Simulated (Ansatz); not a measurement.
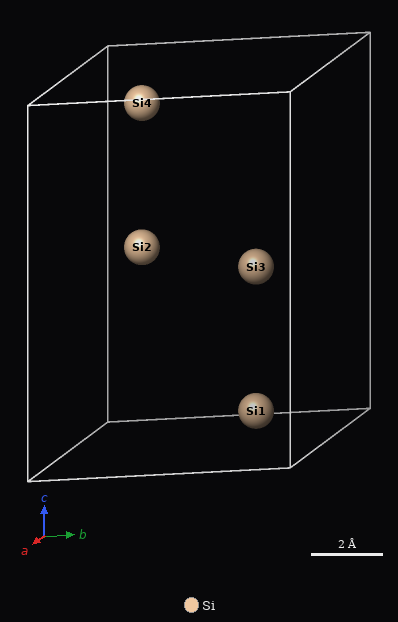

The structure as given in the input (ball-and-stick view of the cell of the calculation, seen slightly off an axis; atoms are numbered from 1 in the order of the input). An atom can appear more than once, as a periodic image.

# Si: a failed or faulty run and its cure

System: Si (4 atoms in the cell).
Method of run A: DFT, PBE, plane waves, PAW, PAW set soft_1, no spin polarisation (Ansatz 0.2.0).

The structure derives from a Materials Project entry. Some settings of this run were made unusual or wrong on purpose. Text and figures count atoms from 1; the logs count them from 0 in places.

## The input, run A
```yaml
crystal:
  lattice:
    - [7.62336611, 0.0, 0.0]
    - [-3.81168305, 6.60202871, 0.0]
    - [0.0, 0.0, 10.96087579]
  atoms:
    - { symbol: Si, position: [0.3333333333, 0.6666666667, 0.058218561] }
    - { symbol: Si, position: [0.6666666667, 0.3333333333, 0.558218561] }
    - { symbol: Si, position: [0.3333333333, 0.6666666667, 0.441781439] }
    - { symbol: Si, position: [0.6666666667, 0.3333333333, 0.941781439] }
basis:
  ecutwfc: 420
kpoints:
  mp_grid: { grid: [12, 12, 6] }
hamiltonian:
  xc: pbe
  pseudopotentials: { kind: paw, azcp: { folder: soft_1 } }
scf:
  occupations: { method: gaussian, width: 0.05 }
  max_iter: 50
output:
  forces: true
  eigenvalues: true
  stress: true
```

Command:
```bash
ansatz run input.yaml --threads 2 --pin off --max-ram 4096MiB --backend cpu --events-out ev --progress --plain --runs-dir out
```

Hardware: 2 threads of Arm Neoverse N1, 98 GiB of memory available, shared host.

## Output, shortened to warnings, some set-up lines, iterations and results (run A)
```
Basis set: ecut = 420 eV, 10831 PW (Γ), exchange–correlation on 108×108×150 points (8 copies of the dense FFT grid, shifted against one another)
Symmetry: 24 space group operations
k-points: 76 of 864
Initial density: superposition of atomic densities (chi_scale 0.1, normalization cell)
[...]
SCF iter   1: F=—  HF=-2525.820981 eV  |F-HF|=—  |Δ(HF+E_count)|=         —  Δρ=5.24e-3  dr2=3.20e-1  ethr=3.10e-3  ⟨swp⟩=5.5  Hψ=4817  notcnv=0
SCF iter   2: F=—  HF=-2525.794326 eV  |F-HF|=—  |Δ(HF+E_count)|=   2.67e-2  Δρ=2.16e-3  dr2=5.23e-2  ethr=2.00e-3  ⟨swp⟩=1.6  Hψ=1662  notcnv=0
SCF iter   3: F=—  HF=-2525.801071 eV  |F-HF|=—  |Δ(HF+E_count)|=   6.74e-3  Δρ=1.10e-3  dr2=1.36e-2  ethr=3.27e-4  ⟨swp⟩=3.0  Hψ=1784  notcnv=0
SCF iter   4: F=—  HF=-2525.800560 eV  |F-HF|=—  |Δ(HF+E_count)|=   5.11e-4  Δρ=2.34e-4  dr2=7.49e-4  ethr=8.51e-5  ⟨swp⟩=2.0  Hψ=1539  notcnv=0
SCF iter   5: F=—  HF=-2525.800623 eV  |F-HF|=—  |Δ(HF+E_count)|=   6.28e-5  Δρ=6.12e-5  dr2=5.84e-5  ethr=4.68e-6  ⟨swp⟩=2.0  Hψ=1490  notcnv=0
SCF iter   6: F=—  HF=-2525.800595 eV  |F-HF|=—  |Δ(HF+E_count)|=   2.75e-5  Δρ=2.50e-5  dr2=5.94e-6  ethr=3.65e-7  ⟨swp⟩=2.2  Hψ=1481  notcnv=0
SCF iter   7: F=—  HF=-2525.800595 eV  |F-HF|=—  |Δ(HF+E_count)|=  4.88e-10  Δρ=6.21e-6  dr2=2.95e-7  ethr=3.72e-8  ⟨swp⟩=2.8  Hψ=1606  notcnv=0
SCF iter   8: F=-2525.800595 eV  HF=-2525.800595 eV  |F-HF|=7.27e-9  |Δ(HF+E_count)|=   2.22e-7  Δρ=8.85e-7  dr2=7.39e-9  ethr=6.25e-10  ⟨swp⟩=7.1  Hψ=5012  notcnv=0
SCF 1 converged in 8 iterations: F = -2525.800595 eV  dr2 = 7.39e-9
SCF converged after 8 iterations
Free energy (F): -2525.800595 eV
Harris-Foulkes:  -2525.800595 eV  (|F-HF|=7.27e-9)
Internal energy: -2525.780321 eV  (E = F + TS)
E sigma→0 (E₀):  -2525.790458 eV
Entropy (-TS):   -0.020275 eV (-5.069 meV/atom)
Fermi energy:    -2.843997 eV
--- Per-component energies (eV) ---
  E_band       = -98.289183
  E_kinetic    = 129.304455
  E_local      = -366.508763  (includes V_loc(G=0)·N_el)
  E_nonlocal   = 90.002305
  E_hartree    = 105.670915
  E_xc         = -204.716532
  E_vxc        = -161.450131  (∫ρ·V_xc dr)
  E_paw        = -2040.608828  (= ΣΔE_a)
  E_vpaw       = -0.979191  (= ΣTr[D̂ρ^β])
  E_aug_tail   = 0.000197  (compensation charges beyond the density's cutoff)
  E_ewald      = -238.924069
  E_smearing   = -0.020275  (= −TS)
  E_closure    = 0.000000  (closes the sum)
  Σ components = -2525.800595   (vs F -2525.800595, Δ=0.00e0)
--- Forces (eV/Å), atoms counted from 1 ---
  atom   1  Si    -0.00000000     0.00000000     0.42204149
  atom   2  Si     0.00000000    -0.00000000     0.42204149
  atom   3  Si    -0.00000000     0.00000000    -0.42204149
  atom   4  Si     0.00000000    -0.00000000    -0.42204149
  max |Σ_I F_I| component: 1.11e-16 eV/Å
--- Stress (GPa, compression-positive) ---
       -1.532358      -0.000000       0.000000
       -0.000000      -1.532358       0.000000
        0.000000       0.000000      -2.081364
  P = ⅓ Tr σ = -1.7154 GPa (-17.154 kbar)
```

What went wrong, and how is the input to be mended?

A setting was made wrong on purpose: a lattice typed in bohr (`crystal.lattice`). Numbers in bohr are read as ångström, so the cell is 1.89 times too large and the atoms hardly bond. The program still converged, but the numbers can't be taken as results for the intended system.

A run of the same system that converges differs from this input as follows (lines with − go, lines with + come):
```diff
-    - [7.62336611, 0.0, 0.0]
-    - [-3.81168305, 6.60202871, 0.0]
-    - [0.0, 0.0, 10.96087579]
+    - [4.0341116679, 0.0, 0.0]
+    - [-2.0170558339, 3.4936431861, 0.0]
+    - [0.0, 0.0, 5.800245756]
-  max_iter: 50
```

## Output, shortened to warnings, some set-up lines, iterations and results (run B)
```
Basis set: ecut = 420 eV, 1627 PW (Γ), exchange–correlation on 54×54×80 points (8 copies of the dense FFT grid, shifted against one another)
Symmetry: 24 space group operations
k-points: 76 of 864
Initial density: superposition of atomic densities (chi_scale 0.1, normalization cell)
[...]
SCF iter   1: F=—  HF=-2543.015602 eV  |F-HF|=—  |Δ(HF+E_count)|=         —  Δρ=4.65e-2  dr2=1.72e0  ethr=3.10e-3  ⟨swp⟩=7.1  Hψ=7229  notcnv=0
SCF iter   2: F=—  HF=-2542.620061 eV  |F-HF|=—  |Δ(HF+E_count)|=   3.96e-1  Δρ=1.97e-2  dr2=2.56e-1  ethr=3.10e-3  ⟨swp⟩=3.2  Hψ=2429  notcnv=0
SCF iter   3: F=—  HF=-2542.575368 eV  |F-HF|=—  |Δ(HF+E_count)|=   4.47e-2  Δρ=2.07e-3  dr2=2.29e-3  ethr=1.60e-3  ⟨swp⟩=2.4  Hψ=1312  notcnv=0
SCF iter   4: F=—  HF=-2542.575829 eV  |F-HF|=—  |Δ(HF+E_count)|=   4.61e-4  Δρ=1.72e-4  dr2=1.98e-5  ethr=1.43e-5  ⟨swp⟩=2.4  Hψ=1582  notcnv=0
SCF iter   5: F=—  HF=-2542.575775 eV  |F-HF|=—  |Δ(HF+E_count)|=   5.40e-5  Δρ=4.62e-5  dr2=1.13e-6  ethr=1.23e-7  ⟨swp⟩=2.2  Hψ=1487  notcnv=0
SCF iter   6: F=-2542.575777 eV  HF=-2542.575777 eV  |F-HF|=2.74e-9  |Δ(HF+E_count)|=   2.35e-6  Δρ=2.54e-6  dr2=8.82e-9  ethr=6.25e-10  ⟨swp⟩=7.1  Hψ=5319  notcnv=0
SCF 1 converged in 6 iterations: F = -2542.575777 eV  dr2 = 8.82e-9
SCF converged after 6 iterations
Free energy (F): -2542.575777 eV
Harris-Foulkes:  -2542.575777 eV  (|F-HF|=2.74e-9)
Internal energy: -2542.575459 eV  (E = F + TS)
E sigma→0 (E₀):  -2542.575618 eV
Entropy (-TS):   -0.000318 eV (-0.079 meV/atom)
Fermi energy:    6.107755 eV
--- Per-component energies (eV) ---
  E_band       = 16.458620
  E_kinetic    = 162.061168
  E_local      = -105.358270  (includes V_loc(G=0)·N_el)
  E_nonlocal   = 91.110788
  E_hartree    = 32.611029
  E_xc         = -225.330076
  E_vxc        = -190.308397  (∫ρ·V_xc dr)
  E_paw        = -2046.169196  (= ΣΔE_a)
  E_vpaw       = -6.268091  (= ΣTr[D̂ρ^β])
  E_aug_tail   = 0.000147  (compensation charges beyond the density's cutoff)
  E_ewald      = -451.501049
  E_smearing   = -0.000318  (= −TS)
  E_closure    = -0.000000  (closes the sum)
  Σ components = -2542.575777   (vs F -2542.575777, Δ=0.00e0)
--- Forces (eV/Å), atoms counted from 1 ---
  atom   1  Si     0.00000000    -0.00000000    -1.10283687
  atom   2  Si    -0.00000000     0.00000000    -1.10283687
  atom   3  Si     0.00000000    -0.00000000     1.10283687
  atom   4  Si    -0.00000000     0.00000000     1.10283687
  max |Σ_I F_I| component: 2.22e-16 eV/Å
--- Stress (GPa, compression-positive) ---
       -8.208096       0.000000       0.000000
       -0.000000      -8.208096       0.000000
        0.000000       0.000000      21.478627
  P = ⅓ Tr σ = 1.6875 GPa (16.875 kbar)
```

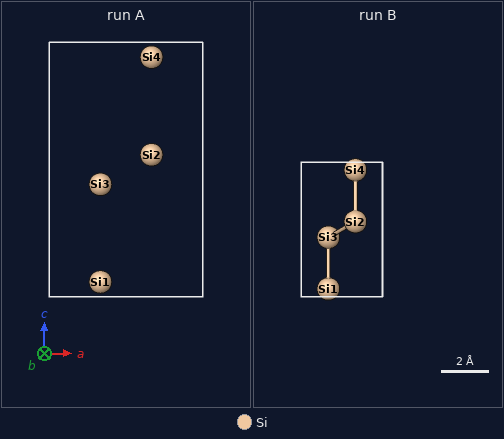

The two input geometries at one scale (ball-and-stick view of the cell of the calculation, along the b axis). The atoms keep their places relative to the cell (all moves are under 0.005 Å). The drawn cell changes as follows: a = b 7.623 → 4.034 Å (−47.1 %), c 10.961 → 5.800 Å (−47.1 %); the volume changes by −85.2 %. Among the contacts that change: Si1–Si4 4.583 → 2.425 Å, Si1–Si3 4.204 → 2.225 Å.

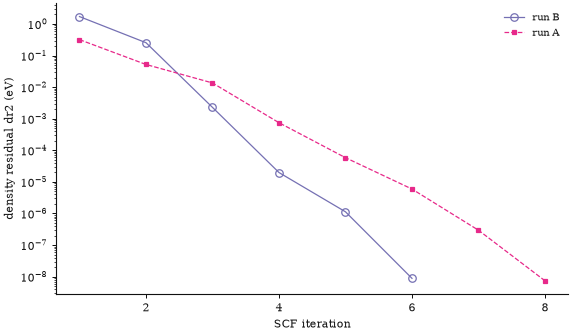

Convergence of the two runs: density residual dr2 against the SCF iteration. Run B takes 6 iterations in all, and run A takes 8.

## The two runs side by side

```tsv
quantity	run A	run B
outcome	converged	converged
free energy per atom (eV)	−631.4501	−635.6439
energy per atom, smearing taken to zero (eV)	−631.4476	−635.6439
gap on the mesh (eV)	0.00	0.00
pressure (GPa)	−1.72	1.69
volume per atom (Å³)	137.91	20.44
largest force (eV/Å)	0.422	1.103
SCF iterations	8	6
irreducible k-points	76	76
plane waves at Γ	10831	1627
wall time (shared host)	27 s	3.7 s
```

With the same functional and potentials, run B lies 4193.8 meV per atom lower. The pressure goes from −1.72 to 1.69 GPa. The largest force goes from 0.422 to 1.103 eV/Å. The volume per atom goes from 137.91 to 20.44 Å³. The SCF takes 6 iterations against 8. The plane waves at Γ go from 10831 to 1627. On the same kind of shared host run B took about 0.14 times as long.
